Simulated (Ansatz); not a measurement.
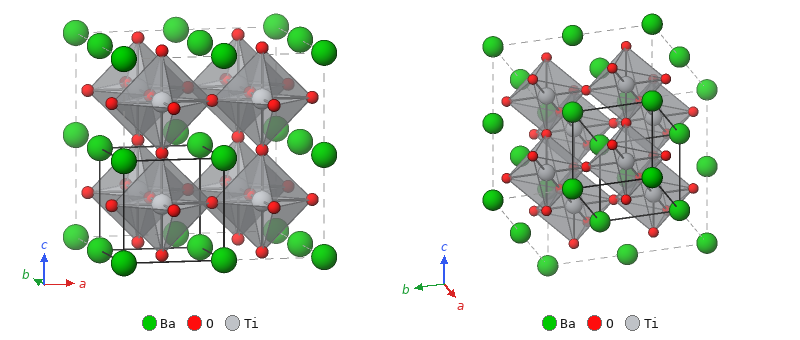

Polyhedra are drawn about Ti (bonds: O–Ti below 2.2 Å); other atoms are plain spheres. Two views of the same piece.

System BaTiO3 (space group Pm-3m, No. 221); source of the atomic positions: the geometry relaxed with DFT, PAW plane waves, r2scan in Ansatz 0.2.0.

What figure surrounds each Ti atom, and what does it share with the other drawn polyhedra?

Ti: TiO6 octahedron, sharing corners with six neighbours.

What is the connectivity of the polyhedra: isolated, groups, chains, layers or framework?

They form a three-dimensional framework of corner-sharing octahedra.

How far apart are the centres of linked polyhedra?

Centre to centre across a shared corner: 3.99 Å.
